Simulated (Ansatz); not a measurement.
## Geometry relaxation of Mo (part 2 of 3)

The same run, continued: Mo (slab, 27 atoms in the cell); DFT PBE+D3(BJ), scalar-relativistic, plane waves, PAW, no spin polarisation (Ansatz 0.2.0); cutoff 420 eV, 3×3×1 k-mesh, Gaussian smearing of 0.1 eV. The structure derives from an entry of the Crystallography Open Database. The input holds or restrains some coordinates. Forces given for the steps count only the free coordinates. It belongs to a series of runs on one base structure; here: clean slab, lower planes held.

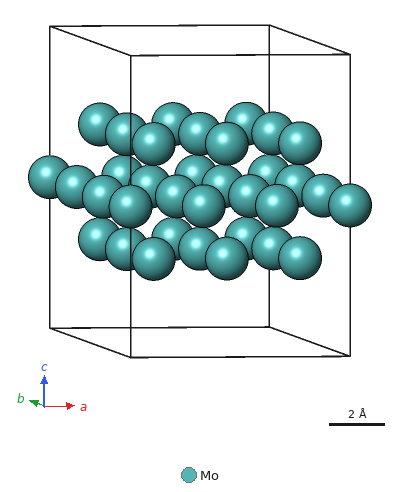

Fig. 1: The geometry at step 4 of the log (spheres-only view of the cell of the calculation, with the vacuum cut short, seen slightly off an axis).

The program's output, continued
```
SCF iter   1: F=—  HF=-133802.865396 eV  |F-HF|=—  |Δ(HF+E_count)|=         —  Δρ=4.78e-3  dr2=1.16e0  ethr=2.87e-4  p=0.013 e·Å  D=1.90e-3 V/Å  ΔV_dip=-0.04 eV  dr2_dipole=2.28e-1  V_vac-E_F(+/−)=4.64/4.68 eV  ⟨swp⟩=1.5  Hψ=2515  notcnv=0  defer=100
efield: sawtooth ramp at fractional position 0.9800 (handed on by an earlier solve), width 0.0400; the density the first Hamiltonian is built on has a dipole p = 0.013 e·Å; the dipole correction subtracts the counter field D = 1.90e-3 V/Å, which shifts the + side's vacuum level by -0.04 eV against the − side's; the planar-averaged density in the ramp window peaks in size at 4.7e-6 e/Å³
preconditioner: auto → LDOS  [metal: Δε(μ)=0.057 eV  Ē_g=3.727 eV  σ=0.100 eV  W_gap=0.31  n_scr=228 (ndim 8)  ℏωp=13.2 eV  f_vac=0.584  D(μ)=27.72/eV (n_scr^D=158)  β→1.0]
SCF iter   2: F=—  HF=-133802.828486 eV  |F-HF|=—  |Δ(HF+E_count)|=   3.69e-2  Δρ=2.03e-3  dr2=1.49e-1  ethr=2.87e-4  p=-0.011 e·Å  D=-1.59e-3 V/Å  ΔV_dip=0.03 eV  dr2_dipole=1.10e-3  V_vac-E_F(+/−)=4.72/4.69 eV  ⟨swp⟩=2.0  Hψ=1153  notcnv=0  defer=100
SCF iter   3: F=—  HF=-133802.817745 eV  |F-HF|=—  |Δ(HF+E_count)|=   1.07e-2  Δρ=1.00e-3  dr2=4.32e-2  ethr=3.95e-5  p=0.003 e·Å  D=4.43e-4 V/Å  ΔV_dip=-0.01 eV  dr2_dipole=4.27e-3  V_vac-E_F(+/−)=4.68/4.69 eV  ⟨swp⟩=3.0  Hψ=1726  notcnv=0  defer=100
SCF iter   4: F=—  HF=-133802.812985 eV  |F-HF|=—  |Δ(HF+E_count)|=   4.76e-3  Δρ=3.47e-4  dr2=6.15e-3  ethr=1.14e-5  p=0.000 e·Å  D=3.09e-6 V/Å  ΔV_dip=-0.00 eV  dr2_dipole=5.80e-4  V_vac-E_F(+/−)=4.69/4.69 eV  ⟨swp⟩=2.2  Hψ=1151  notcnv=0  defer=100
SCF iter   5: F=—  HF=-133802.814629 eV  |F-HF|=—  |Δ(HF+E_count)|=   1.64e-3  Δρ=8.03e-5  dr2=3.31e-4  ethr=1.63e-6  p=0.002 e·Å  D=3.14e-4 V/Å  ΔV_dip=-0.01 eV  dr2_dipole=8.16e-5  V_vac-E_F(+/−)=4.68/4.69 eV  ⟨swp⟩=2.0  Hψ=1261  notcnv=0  defer=100
SCF iter   6: F=—  HF=-133802.814642 eV  |F-HF|=—  |Δ(HF+E_count)|=   1.22e-5  Δρ=2.48e-5  dr2=1.66e-5  ethr=8.76e-8  p=0.003 e·Å  D=3.83e-4 V/Å  ΔV_dip=-0.01 eV  dr2_dipole=7.74e-8  V_vac-E_F(+/−)=4.68/4.69 eV  ⟨swp⟩=2.2  Hψ=1236  notcnv=0  defer=100
SCF iter   7: F=-133802.814645 eV  HF=-133802.814645 eV  |F-HF|=6.33e-7  |Δ(HF+E_count)|=   3.06e-6  Δρ=7.89e-6  dr2=9.89e-7  ethr=2.81e-9  p=0.003 e·Å  D=4.69e-4 V/Å  ΔV_dip=-0.01 eV  dr2_dipole=5.05e-8  V_vac-E_F(+/−)=4.68/4.69 eV  ⟨swp⟩=24.2  Hψ=9659  notcnv=0
SCF 3 converged in 7 iterations: F = -133802.814645 eV  dr2 = 9.89e-7
  Residual-converged pass: ⟨swp⟩=1.0  Hψ=924  notcnv=0  max |occ|·‖R‖ = 6.9e-9 eV (tolerance 1.0e-8 eV)  dr2=9.89e-7  dr2_onsite=5.25e-9  max |Δocc| = 1.4e-10
relax step   3: F+E_penalty+E_count = -133802.81464520 eV  Δ(F+E_penalty+E_count) = -1.027e-1 eV  max|allowed force component| = 4.607e-2 eV/Å  Δτ_max = 0.0633 Å  (7 SCF iters, dr2 threshold 1.06e-5 eV, accepted)
SCF iter   1: F=—  HF=-133802.813697 eV  |F-HF|=—  |Δ(HF+E_count)|=         —  Δρ=2.67e-4  dr2=2.50e-3  ethr=8.84e-6  p=0.003 e·Å  D=4.69e-4 V/Å  ΔV_dip=-0.01 eV  dr2_dipole=5.17e-5  V_vac-E_F(+/−)=4.68/4.69 eV  ⟨swp⟩=2.0  Hψ=1400  notcnv=0  defer=2
efield: sawtooth ramp at fractional position 0.9800 (handed on by an earlier solve), width 0.0400; the density the first Hamiltonian is built on has a dipole p = 0.003 e·Å; the dipole correction subtracts the counter field D = 4.69e-4 V/Å, which shifts the + side's vacuum level by -0.01 eV against the − side's; the planar-averaged density in the ramp window peaks in size at 4.8e-6 e/Å³
preconditioner: auto → LDOS  [insulator: Δε(μ)=0.110 eV  Ē_g=3.725 eV  σ=0.100 eV  W_gap=0.51  n_scr=228 (ndim 8)  ℏωp=13.2 eV  f_vac=0.584  D(μ)=29.70/eV (n_scr^D=190)  ε∞_Penn≈13.6  β→1.0]
SCF iter   2: F=—  HF=-133802.813593 eV  |F-HF|=—  |Δ(HF+E_count)|=   1.03e-4  Δρ=1.47e-4  dr2=8.31e-4  ethr=6.62e-7  p=-0.001 e·Å  D=-2.12e-4 V/Å  ΔV_dip=0.00 eV  dr2_dipole=2.45e-7  V_vac-E_F(+/−)=4.69/4.69 eV  ⟨swp⟩=2.2  Hψ=1376  notcnv=0  defer=1
SCF iter   3: F=—  HF=-133802.813533 eV  |F-HF|=—  |Δ(HF+E_count)|=   6.05e-5  Δρ=5.44e-5  dr2=1.26e-4  ethr=2.20e-7  p=0.001 e·Å  D=9.42e-5 V/Å  ΔV_dip=-0.00 eV  dr2_dipole=1.79e-7  V_vac-E_F(+/−)=4.69/4.69 eV  ⟨swp⟩=3.0  Hψ=1589  notcnv=0  defer=1
SCF iter   4: F=—  HF=-133802.813502 eV  |F-HF|=—  |Δ(HF+E_count)|=   3.09e-5  Δρ=1.48e-5  dr2=6.86e-6  ethr=3.32e-8  p=0.000 e·Å  D=1.94e-5 V/Å  ΔV_dip=-0.00 eV  dr2_dipole=1.45e-7  V_vac-E_F(+/−)=4.69/4.69 eV  ⟨swp⟩=3.0  Hψ=1349  notcnv=0  defer=1
SCF iter   5: F=—  HF=-133802.815559 eV  |F-HF|=—  |Δ(HF+E_count)|=   2.06e-3  Δρ=3.70e-6  dr2=1.81e-7  ethr=1.81e-9  p=0.000 e·Å  D=9.63e-6 V/Å  ΔV_dip=-0.00 eV  dr2_dipole=1.20e-9  V_vac-E_F(+/−)=4.69/4.69 eV  ⟨swp⟩=2.2  Hψ=1409  notcnv=0  defer=1
SCF iter   6: F=-133802.815559 eV  HF=-133802.815559 eV  |F-HF|=5.88e-8  |Δ(HF+E_count)|=   5.65e-7  Δρ=1.07e-6  dr2=2.25e-8  ethr=2.65e-11  p=0.000 e·Å  D=8.49e-6 V/Å  ΔV_dip=-0.00 eV  dr2_dipole=3.64e-11  V_vac-E_F(+/−)=4.69/4.69 eV  ⟨swp⟩=18.0  Hψ=7831  notcnv=0
SCF 4 converged in 6 iterations: F = -133802.815559 eV  dr2 = 2.25e-8
relax step   4: F+E_penalty+E_count = -133802.81555913 eV  Δ(F+E_penalty+E_count) = -9.139e-4 eV  max|allowed force component| = 7.624e-4 eV/Å  Δτ_max = 0.0030 Å  (6 SCF iters, accepted)
WARN: The output density's exchange-correlation potential varies sharply where the density is thin. Do not read a vacuum level from v_tot or v_xc, or from such a field of the output density. On a cell that repeats whose density bears no net charge and no dipole along the vacuum's axis use v_es (v_loc + v_h of the components); under efield.dipole_correction with no amplitude use v_es + v_field, which holds any external_charges[].barrier, or the levels of the report's work_function block, which leave it out; under a non-zero efield.amplitude the vacuum is tilted and has no level; on a cell that repeats and bears such a dipole with no correction it is tilted too, and efield.dipole_correction with no amplitude gives each side of its ramp a level where efield: is served; in a cell that repeats whose density bears a net charge (total_charge, or a fill off its count) it is curved and has none; of a slab under crystal.periodic whose density bears no net charge use v_es, which has a level on each side, short of where the two are joined; of another it falls or rises all the way out and has none; of a slab beside external_charges read slab_vacuum_level instead, which it has where they leave it neutral. The grid or the basis barely resolves most such structure, and the values can differ between equally converged runs; as a rule a tighter scf.convergence.dr2_threshold does not remove it. Where the density itself ripples (under the LDA too) a higher basis.ecutwfc lessens it. The files hold the spikes' plane waves up to the density's cutoff. Files: v_tot_of_output_density and the like, and their columns of v_z.tsv (output.write_potential); v_xc_of_output_density and the like, and their columns of v_comp_z.tsv (output.write_potential_components). Measured: with its Gaussian average of σ = 0.25 Å subtracted twice, the exchange-correlation potential is over 0.1 eV at 2061 of the grid points where the equally averaged density (valence and model cores) is under 1e-3 e/Å³, and 0.246 eV at the most among them, at an averaged density of 2.3e-8 e/Å³. See output.write_potential in the manual, Limitations
SCF converged after 6 iterations
Free energy (F): -133802.815559 eV
Harris-Foulkes:  -133802.815559 eV  (|F-HF|=5.88e-8)
Internal energy: -133802.666720 eV  (E = F + TS)
E sigma→0 (E₀):  -133802.741139 eV
Entropy (-TS):   -0.148840 eV (-5.513 meV/atom)
Fermi energy:    3.934239 eV
Dipole field:    D = 0.000012 V/Å  (p = 0.000082 e·Å, saw-weighted, corrected)
Work function:   Φ+ = 4.6866 eV   Φ− = 4.6869 eV
Levels:          The Fermi level and band energies are counted from a zero that moves with the ramp; work functions are not
--- Per-component energies (eV) ---
  E_band       = -7891.402987
  E_kinetic    = 11891.562002
  E_local      = -361158.101012  (includes V_loc(G=0)·N_el)
  E_nonlocal   = 3877.319625
  E_hartree    = 173773.881809
  E_xc         = -4933.237998
  E_vxc        = -6154.451692  (∫ρ·V_xc dr)
  E_paw        = -86440.261007  (= ΣΔE_a)
  E_vpaw       = -3895.538026  (= ΣTr[D̂ρ^β])
  E_aug_tail   = 0.001207  (compensation charges beyond the density's cutoff)
  E_efield     = 0.000000  (sawtooth field / dipole correction)
  E_vefield    = 0.000286  (∫n·V_field dr)
  E_ewald      = 129199.103449
  E_disp       = -12.934794  (pairwise vdW)
  E_smearing   = -0.148840  (= −TS)
  E_closure    = -0.000000  (closes the sum)
  Σ components = -133802.815559   (vs F -133802.815559, Δ=0.00e0)
--- Forces (eV/Å), atoms counted from 1 ---
  atom   1  Mo    -0.00000000     0.00000000     0.00068052
  atom   2  Mo    -0.00000000     0.00000000     0.00068052
  atom   3  Mo    -0.00000000     0.00000000     0.00068052
  atom   4  Mo     0.00000000     0.00000000     0.00068052
  atom   5  Mo     0.00000000     0.00000000     0.00068052
  atom   6  Mo     0.00000000     0.00000000     0.00068052
  atom   7  Mo    -0.00000000     0.00000000     0.00068052
  atom   8  Mo    -0.00000000     0.00000000     0.00068052
  atom   9  Mo    -0.00000000     0.00000000     0.00068052
  atom  10  Mo     0.00000000    -0.00000000    -0.00076238
  atom  11  Mo     0.00000000    -0.00000000    -0.00076238
  atom  12  Mo     0.00000000    -0.00000000    -0.00076238
  atom  13  Mo     0.00000000    -0.00000000    -0.00076238
  atom  14  Mo     0.00000000    -0.00000000    -0.00076238
  atom  15  Mo     0.00000000    -0.00000000    -0.00076238
  atom  16  Mo    -0.00000000    -0.00000000    -0.00076238
  atom  17  Mo     0.00000000    -0.00000000    -0.00076238
  atom  18  Mo    -0.00000000    -0.00000000    -0.00076238
  atom  19  Mo    -0.00000000     0.00000000     0.00007778
  atom  20  Mo     0.00000000     0.00000000     0.00007778
  atom  21  Mo    -0.00000000     0.00000000     0.00007778
  atom  22  Mo    -0.00000000     0.00000000     0.00007778
  atom  23  Mo    -0.00000000     0.00000000     0.00007778
  atom  24  Mo     0.00000000     0.00000000     0.00007778
  atom  25  Mo    -0.00000000     0.00000000     0.00007778
  atom  26  Mo     0.00000000     0.00000000     0.00007778
  atom  27  Mo     0.00000000     0.00000000     0.00007778
  max |Σ_I F_I| component: 3.67e-5 eV/Å
--- Band table (eV) ---
  k-point 0: bands = ["-57.3374", "-57.1955", "-57.1955", "-57.1955", "-57.1955", "-57.1378", "-57.1378", "-57.0935", "-57.0935", "-57.0094", "-56.9606", "-56.9028", "-56.9028", "-56.9028", "-56.9028", "-56.8889", "-56.8889", "-56.8889", "-56.8889", "-56.8293", "-56.8293", "-56.8120", "-56.8120", "-56.8081", "-56.8081", "-56.7977", "-56.7977", "-31.8778", "-31.8245", "-31.8245", "-31.8245", "-31.8245", "-31.7298", "-31.7298", "-31.7169", "-31.7169", "-31.7119", "-31.7119", "-31.7119", "-31.7119",
      "-31.6899", "-31.6899", "-31.5939", "-31.5939", "-31.5523", "-31.5523", "-31.4082", "-31.4082", "-31.2819", "-31.2819", "-31.2790", "-31.2790", "-31.2647", "-31.2647", "-31.2647", "-31.2647", "-31.2437", "-31.2437", "-31.2222", "-31.2222", "-31.1909", "-31.1646", "-31.1646", "-31.1646", "-31.1646", "-31.1063", "-31.1063", "-31.0231", "-31.0231", "-31.0151", "-31.0151", "-31.0151", "-31.0151", "-31.0014", "-31.0014", "-30.9998", "-30.9173", "-30.9173", "-30.8024", "-30.8024",
      "-30.7851", "-30.7851", "-30.7851", "-30.7851", "-30.7749", "-30.7749", "-30.7114", "-30.7114", "-30.7072", "-30.7072", "-30.7072", "-30.7072", "-30.6900", "-30.6581", "-30.6216", "-30.6216", "-30.5311", "-30.4548", "-30.4548", "-30.4548", "-30.4548", "-30.4352", "-30.4089", "-30.4089", "-30.4089", "-30.4089", "-30.3525", "-30.3523", "-2.5597", "-1.2028", "-0.9296", "-0.8602", "-0.8602", "-0.8602", "-0.8602", "-0.7002", "-0.7002", "-0.3742", "-0.3742", "-0.3742",
      "-0.3742", "-0.3283", "-0.3283", "-0.2617", "-0.2617", "0.0187", "0.0187", "0.2338", "0.2338", "0.2338", "0.2338", "0.3077", "0.3077", "0.5505", "0.5505", "0.6369", "0.6878", "0.6878", "0.7220", "0.7220", "1.0930", "1.0930", "1.0930", "1.0930", "1.1495", "1.1495", "1.1495", "1.1495", "1.2811", "1.2811", "1.2844", "1.2844", "1.5120", "1.5120", "1.7179", "1.9436", "1.9436", "1.9684", "1.9684", "1.9684",
      "1.9684", "1.9795", "1.9795", "1.9795", "1.9795", "2.4254", "2.4254", "2.4283", "2.5456", "2.6559", "3.1126", "3.2104", "3.2104", "3.2104", "3.2104", "3.3349", "3.3349", "3.4069", "3.4069", "3.6210", "3.6210", "3.7128", "3.8600", "3.8600", "3.8747", "3.8747", "3.8747", "3.8747", "3.8835", "3.8835", "4.3968", "4.3968", "4.4485", "4.4485", "4.9457", "4.9457", "5.1728", "5.1728", "5.1728", "5.1728",
      "5.2411", "5.2618", "5.2718", "5.2718", "5.2762", "5.2762", "5.3637", "5.3637", "5.3637", "5.3637", "5.4292", "5.4292", "5.4864", "5.4898", "5.5327", "5.5327", "5.5327", "5.5327", "5.6536", "5.7322", "5.7322", "5.7322", "5.7322", "5.7564", "5.7564", "5.8746", "5.9464"]
  k-point 1: bands = ["-57.3160", "-57.2607", "-57.1993", "-57.1764", "-57.1665", "-57.1513", "-57.1260", "-57.1015", "-57.0840", "-56.9929", "-56.9509", "-56.9490", "-56.9202", "-56.8964", "-56.8837", "-56.8798", "-56.8719", "-56.8711", "-56.8696", "-56.8675", "-56.8482", "-56.8479", "-56.8361", "-56.7997", "-56.7929", "-56.7787", "-56.7746", "-32.0321", "-31.8849", "-31.8813", "-31.8596", "-31.8400", "-31.8188", "-31.7908", "-31.7506", "-31.7255", "-31.6969", "-31.6890", "-31.6528", "-31.6304",
      "-31.6264", "-31.6247", "-31.5724", "-31.5653", "-31.5379", "-31.5180", "-31.4902", "-31.4065", "-31.3919", "-31.3806", "-31.3502", "-31.3267", "-31.3202", "-31.2880", "-31.2792", "-31.2408", "-31.2082", "-31.1675", "-31.1641", "-31.1114", "-31.1089", "-31.1015", "-31.0627", "-31.0573", "-31.0437", "-31.0367", "-31.0306", "-31.0251", "-31.0238", "-30.9869", "-30.9832", "-30.9815", "-30.9792", "-30.9777", "-30.9688", "-30.9416", "-30.9134", "-30.8917", "-30.8899", "-30.8439",
      "-30.8158", "-30.8065", "-30.7833", "-30.7546", "-30.7507", "-30.7507", "-30.7280", "-30.7243", "-30.7208", "-30.6883", "-30.6744", "-30.6670", "-30.6632", "-30.6398", "-30.6287", "-30.6206", "-30.5990", "-30.5317", "-30.5309", "-30.5164", "-30.5079", "-30.4973", "-30.4747", "-30.4267", "-30.4177", "-30.4069", "-30.4044", "-30.3936", "-2.1690", "-1.2914", "-0.9936", "-0.8267", "-0.7620", "-0.7488", "-0.6002", "-0.5508", "-0.5470", "-0.5344", "-0.5066", "-0.3175",
      "-0.3089", "-0.2987", "-0.1792", "-0.0738", "-0.0488", "-0.0393", "0.0542", "0.1107", "0.1378", "0.1779", "0.1969", "0.2943", "0.4200", "0.5743", "0.7330", "0.7488", "0.7633", "0.7926", "0.8945", "0.9018", "0.9273", "0.9601", "0.9672", "1.0613", "1.1140", "1.1226", "1.1317", "1.1720", "1.1806", "1.2276", "1.4152", "1.4301", "1.4545", "1.4805", "1.5090", "1.5157", "1.5160", "1.7740", "1.8811", "1.9239",
      "2.0119", "2.0977", "2.2469", "2.3071", "2.3615", "2.4153", "2.5330", "2.6629", "2.6673", "2.6853", "2.7579", "2.7886", "2.7994", "2.8336", "2.9221", "2.9384", "3.0302", "3.2914", "3.3092", "3.3225", "3.5204", "3.5550", "3.6067", "3.6165", "3.7060", "3.7442", "3.8433", "3.8725", "4.0441", "4.0782", "4.1355", "4.1520", "4.3582", "4.4686", "4.5005", "4.5277", "4.5615", "4.5787", "4.7649", "4.8573",
      "4.8787", "4.9007", "5.0788", "5.1244", "5.1322", "5.1460", "5.1744", "5.1813", "5.2013", "5.2855", "5.3439", "5.3907", "5.3983", "5.4100", "5.5483", "5.5799", "5.6176", "5.6412", "5.6979", "5.6998", "5.7363", "5.7487", "5.7499", "5.7630", "5.8456", "5.9504", "6.0434"]
```
